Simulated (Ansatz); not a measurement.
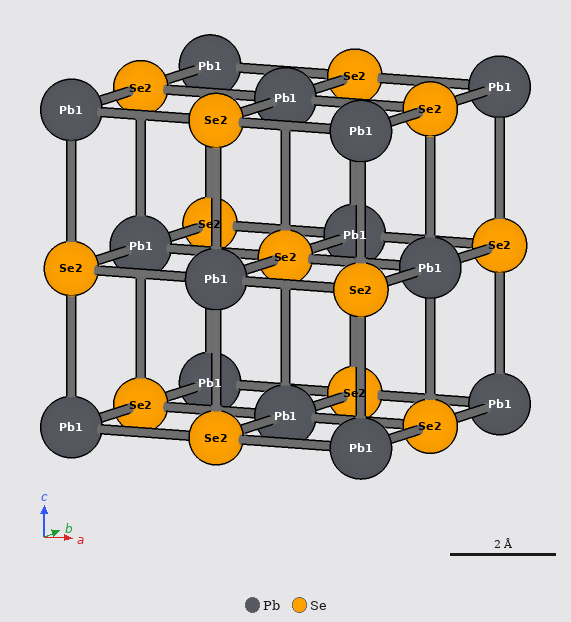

The structure as given in the input (ball-and-stick view of the cell 4 times as large as that of the calculation, set on its symmetry axes, seen slightly off an axis; atoms are numbered from 1 in the order of the input).

Geometry relaxation, with input and output: PbSe

System: PbSe (Fm-3m, 2 atoms in the cell).
Method: DFT PBE+D3(BJ), scalar-relativistic, plane waves, PAW, no spin polarisation (Ansatz 0.2.0).

The structure derives from an entry of the Crystallography Open Database. Figures and captions count atoms from 1; the log counts them from 0 in places.

### What the program printed
```
Engine: ansatz 0.2.0, aarch64-unknown-linux-gnu
Pseudopotentials: kind: paw
Pseudopotential: Pb, paw, valence charge 14, recommended cutoff 420 eV (normal), Pb.paw.azcp
Pseudopotential: Se, paw, valence charge 16, recommended cutoff 420 eV (normal), Se.paw.azcp
Functional definition: PBE
  parameter kappa = 0.804
  parameter beta = 0.06672455060314922
  exchange = pbe_x(kappa = kappa, mu = beta*pi^2/3)
  correlation = pbe_c(beta = beta)
Crystal: 2 atoms, lattice volume = 57.342 Å³
Basis set: ecut = 420 eV, 1139 PW (Γ), exchange–correlation on 60×60×60 points (8 copies of the dense FFT grid, shifted against one another)
Bands: 19, of which v1, the nominal top of the filled ones, is band 15 counted from 1 (14 counted from 0)
Symmetry: 48 space group operations
Space group: Fm-3m (ITA 225), of the structure as read, at distance tolerance 3.9e-5 Å
k-points: 47 of 1000
Non-local potential: Pb, projectors of the file, l = 0: 2, l = 1: 2, l = 2: 2, l = 3: 2
Non-local potential: Se, projectors of the file, l = 0: 2, l = 1: 2, l = 2: 3, l = 3: 1
PAW form: soft (Blöchl's): semilocal exchange-correlation on the pseudo side does not see the compensation charge
PAW one-centre angular grid: Pb, 590 points (default); XC on 64 Gauss nodes
PAW one-centre angular grid: Se, 590 points (default); XC on 64 Gauss nodes
Initial density: superposition of atomic densities (neutral atoms: chi_scale 0, normalization atom), corrected by the library's trained network
Initial wavefunctions: pseudopotential atomic-orbital guess
Functional: x = pbe(κ = 0.804, μ = 0.2195149727645171), c = pbe(β = 0.06672455060314922)
SCF iter   1: F=—  HF=-17377.339727 eV  |F-HF|=—  |Δ(HF+E_count)|=         —  Δρ=6.12e-4  dr2=2.32e-4  ethr=1.77e-3  ⟨swp⟩=6.4  Hψ=4328  notcnv=0
preconditioner: auto → none  [insulator: Δε(μ)=0.288 eV  Ē_g=15.320 eV  σ=0.010 eV  W_gap=1.00  n_scr=14 (ndim 8)  ℏωp=21.9 eV  f_vac=0.019  D(μ)=0.00/eV (n_scr^D=0)  ε∞_Penn≈3.0]
SCF iter   2: F=—  HF=-17377.339059 eV  |F-HF|=—  |Δ(HF+E_count)|=   6.69e-4  Δρ=3.62e-4  dr2=4.07e-5  ethr=7.74e-7  ⟨swp⟩=2.7  Hψ=2239  notcnv=0
SCF iter   3: F=—  HF=-17377.339067 eV  |F-HF|=—  |Δ(HF+E_count)|=   8.39e-6  Δρ=1.87e-4  dr2=1.02e-5  ethr=1.36e-7  ⟨swp⟩=2.0  Hψ=1598  notcnv=0
SCF iter   4: F=—  HF=-17377.339086 eV  |F-HF|=—  |Δ(HF+E_count)|=   1.90e-5  Δρ=7.22e-5  dr2=4.08e-6  ethr=3.40e-8  ⟨swp⟩=2.0  Hψ=1591  notcnv=0
SCF iter   5: F=—  HF=-17377.339085 eV  |F-HF|=—  |Δ(HF+E_count)|=   1.68e-6  Δρ=2.06e-5  dr2=2.73e-7  ethr=1.36e-8  ⟨swp⟩=2.0  Hψ=1351  notcnv=0
SCF iter   6: F=-17377.339085 eV  HF=-17377.339085 eV  |F-HF|=8.69e-10  |Δ(HF+E_count)|=   1.19e-7  Δρ=2.03e-6  dr2=1.13e-9  ethr=3.33e-10  ⟨swp⟩=9.2  Hψ=6493  notcnv=0
SCF 1 converged in 6 iterations: F = -17377.339085 eV  dr2 = 1.13e-9
  Residual-converged pass: ⟨swp⟩=1.1  Hψ=1084  notcnv=0  max |occ|·‖R‖ = 7.0e-9 eV (tolerance 1.0e-8 eV)  dr2=1.13e-9  dr2_onsite=6.32e-10  max |Δocc| = 2.1e-99
  greatest PAW one-centre occupation: 1.000 electrons in one spin orbital (limit 2), on the Se atom at site 1 (counted from 0), in its partial waves of l = 2
relax step   1: F+E_penalty+E_count = -17377.33908452 eV  Δ(F+E_penalty+E_count) = +0.000e0 eV  max|allowed force component| = 1.479e-30 eV/Å  Δτ_max = 0.0000 Å  P = +0.328 GPa  Ω = 57.342 Å³  (6 SCF iters, dr2 threshold 1.00e-7 eV, accepted)
Crystal: 2 atoms, lattice volume = 57.876 Å³
Initial density: handed on by an earlier stage of this run
Initial wavefunctions: those handed on with the density
iter 1 solved again at ethr=5.13e-7 eV; its pass at ethr=3.10e-3 eV (dr2=1.54e-4 eV) is discarded
SCF iter   1: F=—  HF=-17377.339320 eV  |F-HF|=—  |Δ(HF+E_count)|=         —  Δρ=1.89e-4  dr2=3.79e-5  ethr=5.13e-7  ⟨swp⟩=2.4  Hψ=5338  notcnv=0
preconditioner: auto → none  [insulator: Δε(μ)=0.318 eV  Ē_g=15.284 eV  σ=0.010 eV  W_gap=1.00  n_scr=14 (ndim 8)  ℏωp=21.8 eV  f_vac=0.024  D(μ)=0.00/eV (n_scr^D=0)  ε∞_Penn≈3.0]
SCF iter   2: F=—  HF=-17377.339315 eV  |F-HF|=—  |Δ(HF+E_count)|=   5.02e-6  Δρ=1.06e-4  dr2=8.08e-6  ethr=1.26e-7  ⟨swp⟩=2.0  Hψ=1095  notcnv=0
SCF iter   3: F=—  HF=-17377.339315 eV  |F-HF|=—  |Δ(HF+E_count)|=   5.27e-7  Δρ=4.34e-5  dr2=1.55e-6  ethr=2.69e-8  ⟨swp⟩=3.0  Hψ=1584  notcnv=0
SCF iter   4: F=-17377.339315 eV  HF=-17377.339315 eV  |F-HF|=1.89e-8  |Δ(HF+E_count)|=   3.13e-7  Δρ=6.98e-6  dr2=2.32e-8  ethr=6.67e-10  ⟨swp⟩=6.7  Hψ=5838  notcnv=0
SCF 2 converged in 4 iterations: F = -17377.339315 eV  dr2 = 2.32e-8
relax step   2: F+E_penalty+E_count = -17377.33931549 eV  Δ(F+E_penalty+E_count) = -2.310e-4 eV  max|allowed force component| = 2.367e-30 eV/Å  Δτ_max = 0.0000 Å  P = -0.153 GPa  Ω = 57.876 Å³  energy of the carried Pulay correction = -5.447e-5 eV  (4 SCF iters, dr2 threshold 2.00e-7 eV, accepted)
Crystal: 2 atoms, lattice volume = 57.705 Å³
iter 1 solved again at ethr=5.14e-8 eV; its pass at ethr=3.10e-3 eV (dr2=1.54e-5 eV) is discarded
SCF iter   1: F=—  HF=-17377.339417 eV  |F-HF|=—  |Δ(HF+E_count)|=         —  Δρ=5.90e-5  dr2=3.74e-6  ethr=5.14e-8  ⟨swp⟩=2.6  Hψ=5229  notcnv=0
preconditioner: auto → none  [insulator: Δε(μ)=0.307 eV  Ē_g=15.297 eV  σ=0.010 eV  W_gap=1.00  n_scr=14 (ndim 8)  ℏωp=21.9 eV  f_vac=0.023  D(μ)=0.00/eV (n_scr^D=0)  ε∞_Penn≈3.0]
SCF iter   2: F=—  HF=-17377.339416 eV  |F-HF|=—  |Δ(HF+E_count)|=   1.40e-6  Δρ=3.36e-5  dr2=7.68e-7  ethr=1.25e-8  ⟨swp⟩=2.0  Hψ=1086  notcnv=0
SCF iter   3: F=—  HF=-17377.339415 eV  |F-HF|=—  |Δ(HF+E_count)|=   2.07e-8  Δρ=1.30e-5  dr2=1.40e-7  ethr=2.56e-9  ⟨swp⟩=2.9  Hψ=1586  notcnv=0
SCF iter   4: F=-17377.339416 eV  HF=-17377.339416 eV  |F-HF|=1.64e-9  |Δ(HF+E_count)|=   1.07e-8  Δρ=2.07e-6  dr2=2.09e-9  ethr=1.95e-10  ⟨swp⟩=9.0  Hψ=5582  notcnv=0
SCF 3 converged in 4 iterations: F = -17377.339416 eV  dr2 = 2.09e-9
relax step   3: F+E_penalty+E_count = -17377.33941550 eV  Δ(F+E_penalty+E_count) = -1.000e-4 eV  max|allowed force component| = 1.315e-30 eV/Å  Δτ_max = 0.0000 Å  P = -0.001 GPa  Ω = 57.705 Å³  energy of the carried Pulay correction = -3.712e-5 eV  (4 SCF iters, dr2 threshold 5.86e-8 eV, accepted)
Initial wavefunctions: pseudopotential atomic-orbital guess (no wavefunctions were taken with the density)
iter 1 solved again at ethr=9.68e-8 eV; its pass at ethr=3.10e-3 eV (dr2=2.90e-5 eV) is discarded
SCF iter   1: F=—  HF=-17377.336609 eV  |F-HF|=—  |Δ(HF+E_count)|=         —  Δρ=4.86e-4  dr2=3.58e-6  ethr=9.68e-8  ⟨swp⟩=3.0  Hψ=6899  notcnv=0
preconditioner: auto → none  [insulator: Δε(μ)=0.309 eV  Ē_g=15.297 eV  σ=0.010 eV  W_gap=1.00  n_scr=14 (ndim 8)  ℏωp=21.9 eV  f_vac=0.024  D(μ)=0.00/eV (n_scr^D=0)  ε∞_Penn≈3.0]
SCF iter   2: F=—  HF=-17377.338756 eV  |F-HF|=—  |Δ(HF+E_count)|=   2.15e-3  Δρ=2.44e-4  dr2=1.15e-6  ethr=1.19e-8  ⟨swp⟩=2.0  Hψ=1263  notcnv=0
SCF iter   3: F=—  HF=-17377.339327 eV  |F-HF|=—  |Δ(HF+E_count)|=   5.70e-4  Δρ=1.05e-4  dr2=1.97e-7  ethr=3.83e-9  ⟨swp⟩=2.0  Hψ=1128  notcnv=0
SCF iter   4: F=—  HF=-17377.339454 eV  |F-HF|=—  |Δ(HF+E_count)|=   1.27e-4  Δρ=1.16e-5  dr2=5.70e-9  ethr=6.55e-10  ⟨swp⟩=2.0  Hψ=1587  notcnv=0
SCF iter   5: F=—  HF=-17377.339456 eV  |F-HF|=—  |Δ(HF+E_count)|=   1.47e-6  Δρ=1.11e-6  dr2=3.52e-10  ethr=1.90e-11  ⟨swp⟩=2.0  Hψ=1591  notcnv=0
SCF iter   6: F=—  HF=-17377.339456 eV  |F-HF|=—  |Δ(HF+E_count)|=   8.04e-9  Δρ=2.34e-7  dr2=4.38e-11  ethr=1.17e-12  ⟨swp⟩=2.0  Hψ=1102  notcnv=0
SCF iter   7: F=-17377.339456 eV  HF=-17377.339456 eV  |F-HF|=1.09e-11  |Δ(HF+E_count)|=  1.35e-10  Δρ=7.73e-8  dr2=6.10e-12  ethr=1.00e-12  ⟨swp⟩=5.8  Hψ=3516  notcnv=0
SCF 4 converged in 7 iterations: F = -17377.339456 eV  dr2 = 6.10e-12
relax step   4: F+E_penalty+E_count = -17377.33945553 eV  Δ(F+E_penalty+E_count) = -4.003e-5 eV  max|allowed force component| = 9.861e-31 eV/Å  Δτ_max = 0.0000 Å  P = -0.002 GPa  Ω = 57.705 Å³  stress off target by 1.53e-3 GPa  SCF on the basis re-selected at this cell (its energy is not comparable with the rows above)  (7 SCF iters)
```

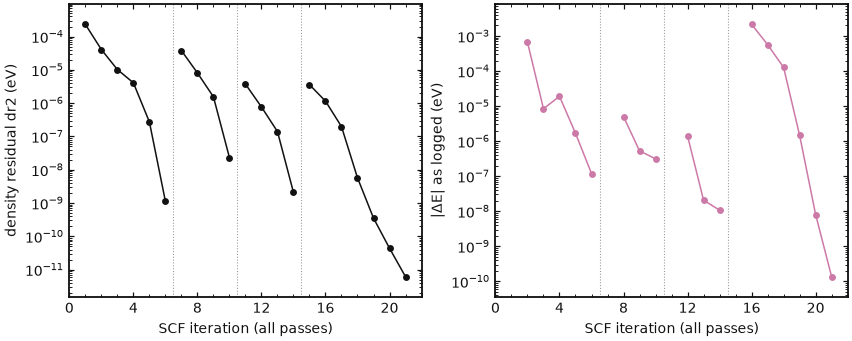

Convergence of the self-consistent field: density residual dr2 and size of the energy change against the SCF iteration. The dotted lines part the SCF passes of the relaxation: geometry steps, rejected trials and re-solves on a re-selected basis. The passes take 6, 4, 4 and 7 iterations.

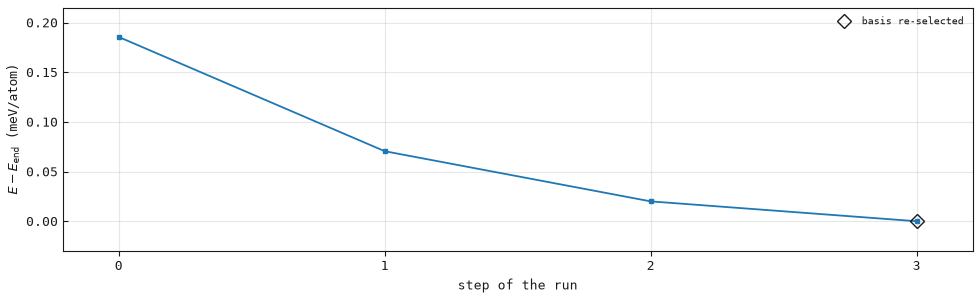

Progress of the relaxation, step by step (the first geometry is step 0 here and step 1 in the log). The atoms keep their places relative to the cell (all moves are under 0.005 Å). Cell: a = b = c 6.121 → 6.134 Å (+0.2 %). Volume +0.6 %. Among the contacts that change: Pb1–Se2 3.061 → 3.067 Å. The space group stays Fm-3m (No. 225). After 2 geometry steps the energy has fallen by 0.2 meV per atom. All forces vanish by symmetry, so only the cell relaxes. Pressure: 0.33 GPa at the start and 0.00 GPa at the end. A last SCF at the same geometry on a re-selected plane-wave basis shifts the energy by next to nothing (0.0 meV per atom). (Atoms are counted from 1 in the order of the input.)

```
basis re-selected at this cell: Δ(F+E_penalty+E_count) = -4.003e-5 eV, ΔP = -0.000 GPa vs the last step (what re-selecting the basis moved, of the pressure what is left beyond the Pulay correction that the steps carried, after the strain that the cell walked since its last selection, with what the two solves' SCF thresholds leave and, on support functions, any second-order correction that the steps lacked; it is no measure of the basis error at this ecutwfc). This SCF's stress stands 1.53e-3 GPa from its target on what of the cell is left free (relax.cell.stress_tol is 5.00e-2 GPa) and its largest allowed force component is 9.86e-31 eV/Å (relax.f_tol is 5.00e-3 eV/Å): within both
SCF converged after 7 iterations
Free energy (F): -17377.339456 eV
Harris-Foulkes:  -17377.339456 eV  (|F-HF|=1.09e-11)
Internal energy: -17377.339456 eV  (E = F + TS)
E sigma→0 (E₀):  -17377.339456 eV
Fermi energy:    9.080264 eV
--- Per-component energies (eV) ---
  E_band       = -427.484591
  E_kinetic    = 406.089408
  E_local      = -3537.681032  (includes V_loc(G=0)·N_el)
  E_nonlocal   = -245.939941
  E_hartree    = 1646.724189
  E_xc         = -325.771203
  E_vxc        = -231.461867  (∫ρ·V_xc dr)
  E_paw        = -12314.655409  (= ΣΔE_a)
  E_vpaw       = -111.939040  (= ΣTr[D̂ρ^β])
  E_aug_tail   = -0.000624  (compensation charges beyond the density's cutoff)
  E_ewald      = -3005.372795
  E_disp       = -0.732048  (pairwise vdW)
  E_smearing   = -0.000000  (= −TS)
  E_closure    = 0.000000  (closes the sum)
  Σ components = -17377.339456   (vs F -17377.339456, Δ=0.00e0)
--- Forces (eV/Å), atoms counted from 1 ---
  atom   1  Pb    -0.00000000     0.00000000     0.00000000
  atom   2  Se     0.00000000    -0.00000000     0.00000000
  max |Σ_I F_I| component: 1.45e-30 eV/Å
--- Stress (GPa, compression-positive) ---
       -0.001530      -0.000000      -0.000000
       -0.000000      -0.001530       0.000000
       -0.000000      -0.000000      -0.001530
  P = ⅓ Tr σ = -0.0015 GPa (-0.015 kbar)
--- Band table (eV; the first three rows and the last of 47) ---
  k-point 0: bands = ["-38.2680", "-38.2680", "-38.2657", "-38.2657", "-38.2657", "-7.9065", "-7.9065", "-7.9065", "-7.9023", "-7.9023", "-4.6160", "2.6209", "7.0749", "7.0749", "7.0749", "13.6250", "13.6250", "13.6250", "15.4626"]
  k-point 1: bands = ["-38.2680", "-38.2680", "-38.2657", "-38.2657", "-38.2657", "-7.9062", "-7.9061", "-7.9061", "-7.9020", "-7.9020", "-4.5406", "2.3659", "7.1009", "7.1009", "7.2554", "12.8741", "13.1648", "13.1648", "15.3186"]
  k-point 2: bands = ["-38.2680", "-38.2680", "-38.2657", "-38.2657", "-38.2657", "-7.9114", "-7.9114", "-7.9052", "-7.8946", "-7.8946", "-4.3264", "1.7457", "7.1782", "7.1782", "7.6645", "11.6566", "12.2830", "12.2830", "15.3043"]
  k-point 46: bands = ["-38.2681", "-38.2680", "-38.2657", "-38.2657", "-38.2656", "-7.9948", "-7.9038", "-7.9003", "-7.8849", "-7.8630", "-3.1802", "0.9938", "4.4939", "5.0136", "7.7774", "11.2710", "13.5357", "14.1991", "15.8873"]
--- Relaxed structure (3 steps of the walk, 3 accepted, 1 SCFs on fresh bases) ---
  F+E_penalty+E_count = -17377.33945553 eV   max|allowed force component| = 9.861e-31 eV/Å   (the final SCF, on the basis selected at the relaxed cell)
  cell:  # Å, volume = 57.7051 Å³
    - [1.7833802115134572e-34, 3.0671009719908384, 3.0671009719908384]
    - [3.0671009719908384, 1.2738430082239067e-35, 3.0671009719908384]
    - [3.0671009719908384, 3.0671009719908384, -4.967987732073199e-34]
  atoms:
    - { symbol: Pb, position: [-1.2699812087980186e-36, 9.422441226553186e-37, 1.5977182949392096e-36] }
    - { symbol: Se, position: [0.5, 0.5, 0.5] }
```

### Trajectory as extended XYZ (Å, eV, eV/Å), 4 frames, from step=1 to step=4
```
2
Lattice="0.0000 3.0606 3.0606 3.0606 0.0000 3.0606 3.0606 3.0606 0.0000" Properties=species:S:1:pos:R:3:forces:R:3 step=1 energy=-17377.33908 pressure_GPa=0.33
Pb    0.0000    0.0000    0.0000    0.0000   0.0000   0.0000
Se    3.0606    3.0606    3.0606    0.0000   0.0000   0.0000
2
Lattice="0.0000 3.0701 3.0701 3.0701 0.0000 3.0701 3.0701 3.0701 0.0000" Properties=species:S:1:pos:R:3:forces:R:3 step=2 energy=-17377.33932 pressure_GPa=-0.15
Pb    0.0000    0.0000    0.0000    0.0000   0.0000   0.0000
Se    3.0701    3.0701    3.0701    0.0000   0.0000   0.0000
2
Lattice="0.0000 3.0671 3.0671 3.0671 0.0000 3.0671 3.0671 3.0671 0.0000" Properties=species:S:1:pos:R:3:forces:R:3 step=3 energy=-17377.33942 pressure_GPa=-0.00
Pb    0.0000    0.0000    0.0000    0.0000   0.0000   0.0000
Se    3.0671    3.0671    3.0671    0.0000   0.0000   0.0000
2
Lattice="0.0000 3.0671 3.0671 3.0671 0.0000 3.0671 3.0671 3.0671 0.0000" Properties=species:S:1:pos:R:3:forces:R:3 step=4 energy=-17377.33946 pressure_GPa=-0.00
Pb    0.0000    0.0000    0.0000    0.0000   0.0000   0.0000
Se    3.0671    3.0671    3.0671    0.0000   0.0000   0.0000
```

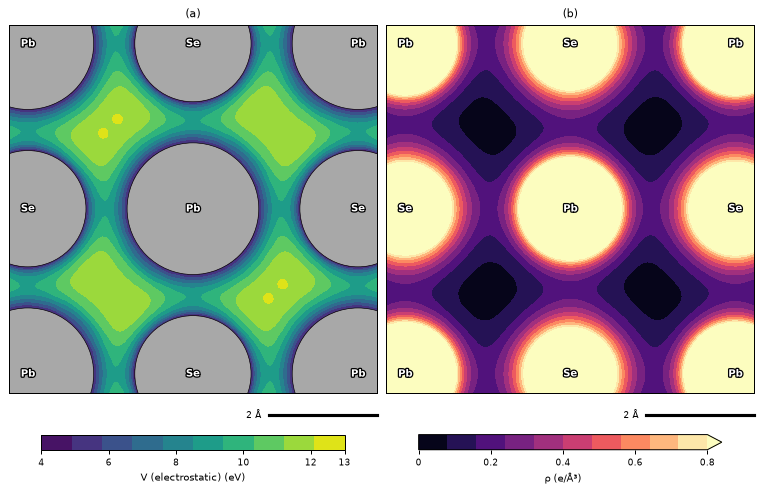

(a) electrostatic potential energy of an electron; (b) valence charge density (pseudo) on the (100) plane of the conventional cell. Grey discs, where drawn, cover atomic cores. The plane passes through Pb and Se nuclei. Pb–Se (3.07 Å): the density is about 0.21 e/Å³ at the midpoint. Away from the nuclei the density in this plane falls to 0.05 e/Å³ at its lowest. Outside the cores the potential energy rises away from the atoms and is highest about 2.0 Å from the nearest atoms; outside the discs it spans about 8 eV, and its zero is arbitrary. In a PAW calculation such maps are meaningful between the atoms, not at the nuclei.

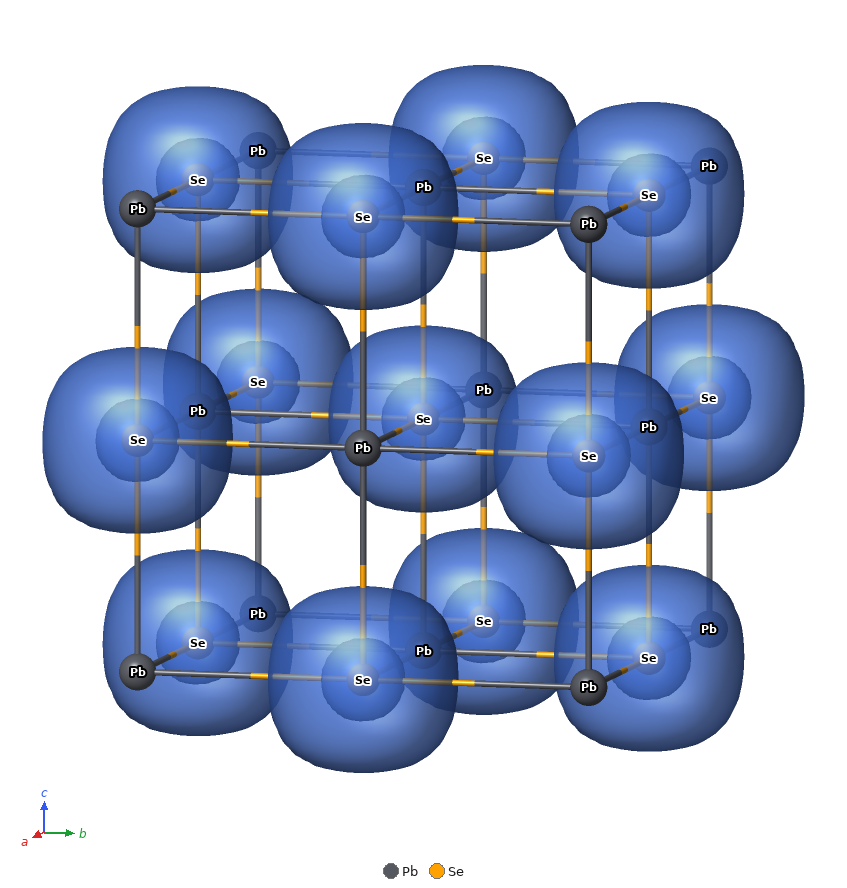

Isosurface of the electron localisation function at 0.65 (blue), seen slightly off an axis. Only the valence region is drawn (cores and ρ < 0.01 e/Å³ removed). Sticks mark near contacts. The outline is the cell set on symmetry axes. Values along the shortest contacts: Pb–Se (3.07 Å): the ELF peaks at about 0.80 in the valence shell of Se, 0.8 Å from its nucleus, and drops to about 0.25 between the two atoms.

The run was set up as follows.

### Input
```yaml
crystal:
  lattice:
    - [0.0, 3.06065, 3.06065]
    - [3.06065, 0.0, 3.06065]
    - [3.06065, 3.06065, 0.0]
  atoms:
    - { symbol: Pb, position: [0.0, 0.0, 0.0] }
    - { symbol: Se, position: [0.5, 0.5, 0.5] }
basis:
  ecutwfc: 420
kpoints:
  mp_grid: { grid: [10, 10, 10] }
hamiltonian:
  xc: pbe
  dispersion: d3bj
scf:
  occupations: { method: gaussian, width: 0.01 }
output:
  forces: true
  stress: true
  eigenvalues: true
  write_density: true
  write_potential: true
  elf: true
  volumetric_format: npy
relax:
  adjacent_minimum: "off"
  f_tol: 0.005
  max_steps: 80
  cell: { stress_tol: 0.05 }
```

Launched with:
```bash
ansatz run input.yaml --threads 1 --pin off --max-ram 2560MiB --backend cpu --events-out ev --progress --plain --runs-dir out
```

### Results in brief

```csv
quantity,value
outcome,converged
space group (tolerance 0.01 Å),Fm-3m (225)
electrons treated,30
free energy,−17377.3395 eV
Fermi energy,9.080 eV
gap on the k-point mesh,0.31 eV
pressure,0.00 GPa
final volume,57.71 Å³
largest force (length of the vector) at the end,under 0.001 eV/Å
final cell,"a = 4.338 Å, b = 4.338 Å, c = 4.338 Å, α = 60.00°, β = 60.00°, γ = 60.00°"
hardware,"1 thread of Arm Neoverse V2, 24 GiB of memory available, shared host"
wall time,9.7 s
peak memory,0.36 GiB
```

### Notes

Spin–orbit coupling is left out, which matters for Pb.
